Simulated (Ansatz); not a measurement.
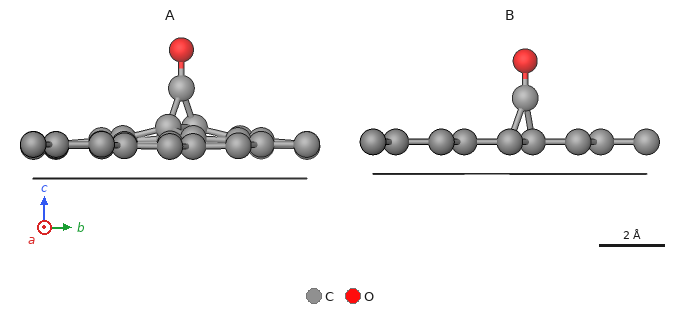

Two geometries of a slab of composition C$_{33}$O, drawn at one scale. One is the start of a relaxation, the other its converged end. Style: ball-and-stick. Shown: the cell of the calculation, outlined in the plane, without the vacuum (origin shifted), along the a axis.

The calculation used DFT PBE-D3(BJ), scalar-relativistic, plane waves, PAW (Ansatz 0.2.0). (plane-wave cutoff 420 eV; k-point mesh 2 × 2 × 1; occupations gaussian; smearing width 0.05 eV; no spin polarisation; atoms relaxed in a fixed cell; force threshold 0.03 eV/Å; at most 60 steps)

### Which of the two is the end point?

Structure A is the relaxed one. It is CO on graphene monolayer, set down by a guess. The run prepares an end point of a later path (molecule hop) calculation, from a guessed geometry. Over 10 accepted moves (13 points after the start) the energy falls by 1.353 eV per cell of the calculation. Largest force component: 2.7 eV/Å at the start, 0.022 eV/Å at the end. The line search rejected the trial steps at points 4, 6 of the run. 1 step only repeated the SCF at the same geometry. A C atom moves most relative to the layer's centre: 0.47 Å at 13° to the normal (+c side). Largest moves by element: C 0.47 Å, O 0.38 Å. The cell doesn't change. Some distances before and after: C–C 1.424 → 1.638 Å, C–C 1.566 → 1.470 Å, C–C 1.539 → 1.469 Å, C–C 1.424 → 1.465 Å. Bond angles that change, for instance: C–C–C 97.5° → 116.4°, C–C–C 98.5° → 116.2°, C–C–C 108.2° → 116.2°.
